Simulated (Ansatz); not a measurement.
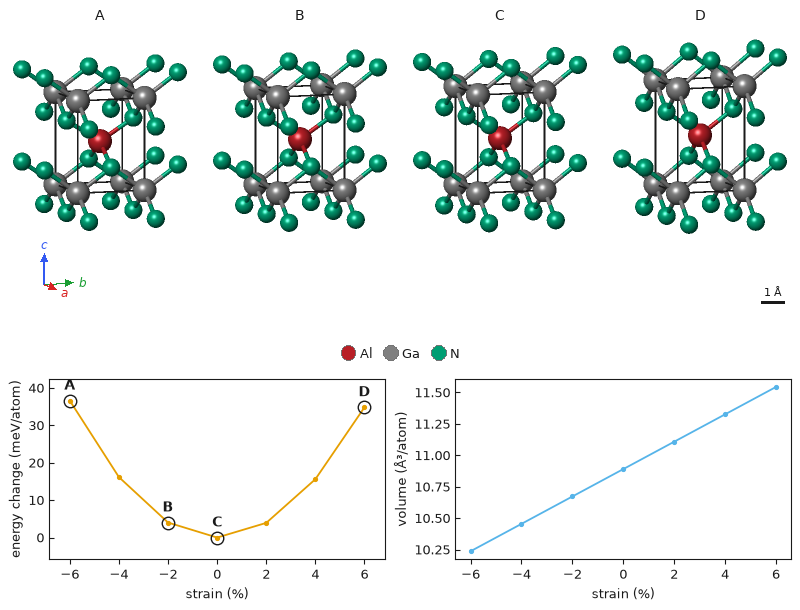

Members of a series of calculations on solid AlGaN2 (set up in P-4m2), marked on the first curve. Style: ball-and-stick. Shown: the cell of the calculation, slightly off an axis.

All numbers below come from DFT r2SCAN, scalar-relativistic, plane waves, PAW in Ansatz. Set-up: plane-wave cutoff 500 eV; k-point mesh 8 × 8 × 6; occupations gaussian; smearing width 0.02 eV; no spin polarisation.

> Which kind of strain is it, and how does the structure respond?

Strain along c alone, the other axes held, atoms relaxed. A (strain −6.0 %): energy change 36.6 meV/atom, volume 10.24 Å³ per atom. B (strain −2.0 %): energy change 4.0 meV/atom, volume 10.67 Å³ per atom. C (strain 0.0 %): energy change 0.0 meV/atom, volume 10.89 Å³ per atom. D (strain 6.0 %): energy change 34.8 meV/atom, volume 11.54 Å³ per atom. The rest compares A with D. The drawn cell changes as follows: a = b unchanged at 3.139 Å, c 4.157 → 4.688 Å (+12.8 %); the volume changes by +12.8 %. Some distances before and after: Ga–N 1.910 → 1.987 Å, Al–N 1.855 → 1.930 Å.
